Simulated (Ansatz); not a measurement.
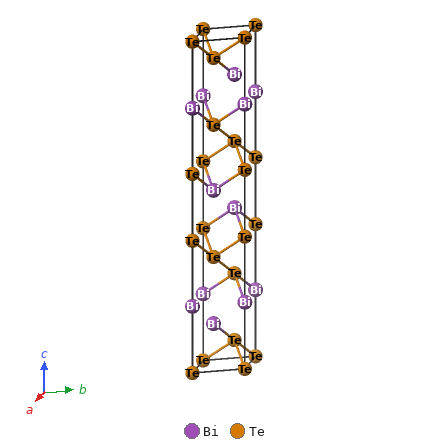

System: Bi₂Te₃, space group R-3m (No. 166). The picture shows the conventional cell.

The given structure:
```
CELL_PARAMETERS angstrom
2.24748 1.29759 9.21903
-2.24748 1.29759 9.21903
0.00000 -2.59517 9.21903
ATOMIC_POSITIONS crystal
Bi 0.80600 0.80600 0.80600
Bi 0.40400 0.40400 0.40400
Te 0.60500 0.60500 0.60500
Te 0.20589 0.20589 0.20589
Te 0.00411 0.00411 0.00411
```

How it was computed, with Ansatz 0.2.0: harmonic phonon frequencies at the zone centre with atoms at rest in the given cell, without the long-range term of polar modes, the three translations left out, imaginary frequencies are negative; plane waves with PAW datasets, Γ-centred k mesh. Level: PBEsol, no spin polarisation.

wave cutoff 420 eV; k mesh 12×12×12; occupations Fermi–Dirac; smearing width 0.15 eV; pressure 0 GPa; phonon method linear response.

Describe the result: the zone-centre optical phonon frequencies (the three acoustic modes are left out).

Two modes are imaginary, the softest at 43.2i cm⁻¹, so the structure is dynamically unstable. The highest mode lies at 118.5 cm⁻¹. The optical modes lie at 43.2i (×2), 53.2 (×2), 62.6, 67.0 (×2), 83.2, 87.6, 100.8 (×2), 118.5 cm⁻¹.

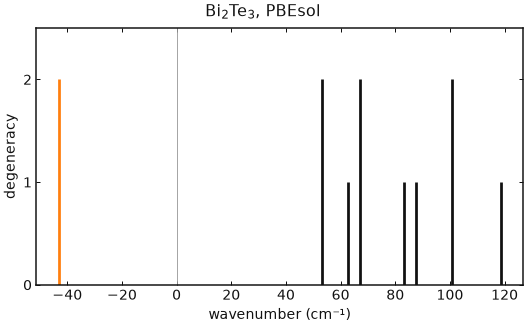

Imaginary frequencies are drawn as negative.

Keep in mind: metal sensitive to the k mesh; structure snapped to symmetry.
